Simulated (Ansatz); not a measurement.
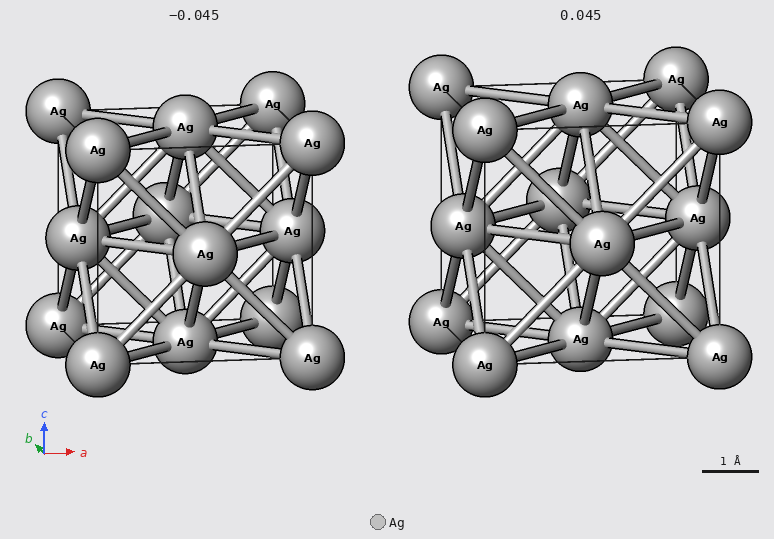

A crystal of Ag (set up in Fm-3m), under equal strain along all axes (cell held, atoms fixed by symmetry), with energies (extrapolated to zero smearing) counted from the relaxed crystal, which is the row at zero. The picture shows the first and the last member. A ball-and-stick model of the conventional cell (2 times the calculation's cell), seen slightly off an axis. Lengths and directions refer to the drawn axes.

Computed with Ansatz 0.2.0: DFT PBE, scalar-relativistic, plane waves, PAW. Settings: plane-wave cutoff 420 eV; k-point mesh 18 × 18 × 12; occupations gaussian; smearing width 0.1 eV; no spin polarisation.

| strain | energy (meV/atom) | a (Å) |
| --- | --- | --- |
| −0.045 | 116.63 | 3.961 |
| −0.03 | 48.37 | 4.023 |
| −0.015 | 11.41 | 4.085 |
| 0.0 | 0.00 | 4.147 |
| 0.015 | ? | ? |
| 0.03 | 35.33 | 4.272 |
| 0.045 | 74.51 | 4.334 |

One row is withheld. What does the calculation give there?

A parabola through three neighbouring rows (−0.015, 0.0, 0.03) gives, with Lagrange weights, (−0.3333)(11.41) + (1.0000)(0.00) + (0.3333)(35.33) = 7.97 meV/atom. The calculation gives 9.33 meV/atom (a = 4.210 Å). The estimate is 1.36 meV/atom too low. From the first member to the last: Ag–Ag 2.801 → 3.065 Å.

The whole series:

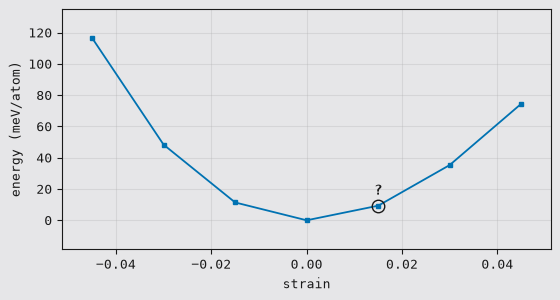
